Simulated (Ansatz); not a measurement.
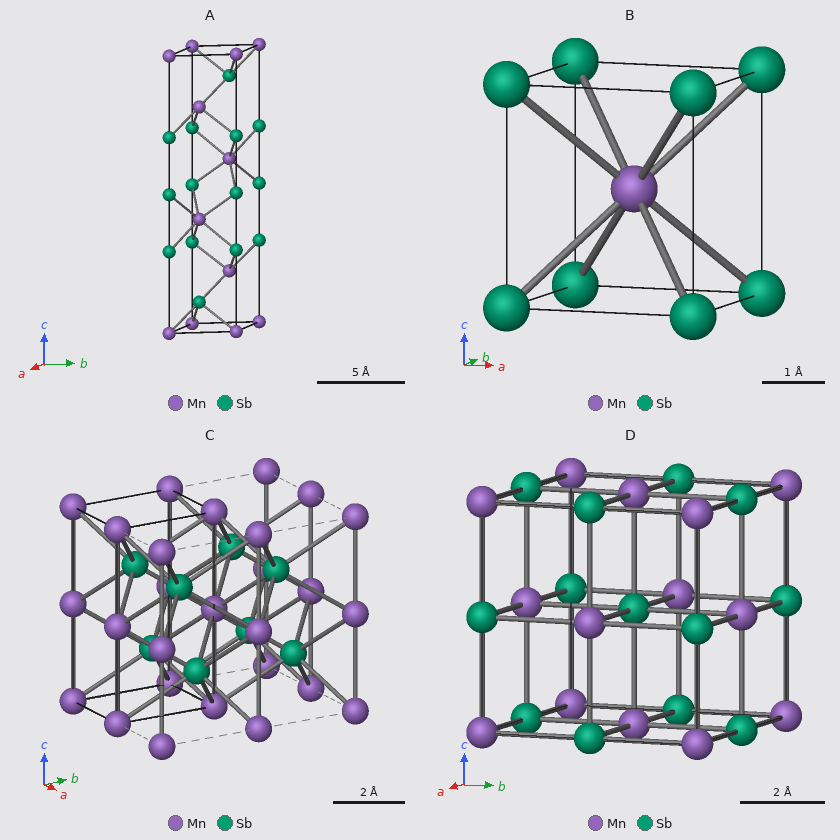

Four structures of MnSb, each relaxed to rest (conventional cells in solid outline, small ones repeated, each panel with its own scale). Method: DFT PBE, scalar-relativistic, plane waves, PAW in Ansatz, with collinear spins.

Question: Give the type and space group of each panel.

Answer: A: 10 atoms a cell on a primitive hexagonal lattice, P-3m1; B: 2 atoms a cell on a primitive tetragonal lattice, P4/mmm; C: nickel arsenide (NiAs) type, P6_3/mmc; D: rock salt (NaCl type), Fm-3m.

Question: Rank them by energy, lowest first.

Answer: C, then D (+166 meV/atom), A (+221 meV/atom) and B (+325 meV/atom), energies at zero smearing.

Question: Collect the results in a table.

Answer:
| panel | structure | E − E(lowest) (meV/atom) | volume (Å³/atom) | gap (eV) |
| --- | --- | --- | --- | --- |
| C | P6_3/mmc | 0 | 20.4 | metal |
| D | Fm-3m | 166 | 21.7 | metal |
| A | P-3m1 | 221 | 22.0 | metal |
| B | P4/mmm | 325 | 19.3 | metal |

Some of these may be structure types tried for this composition rather than known phases, and the most stable form need not be among them. Gaps are taken on the k-mesh or band path of each run.
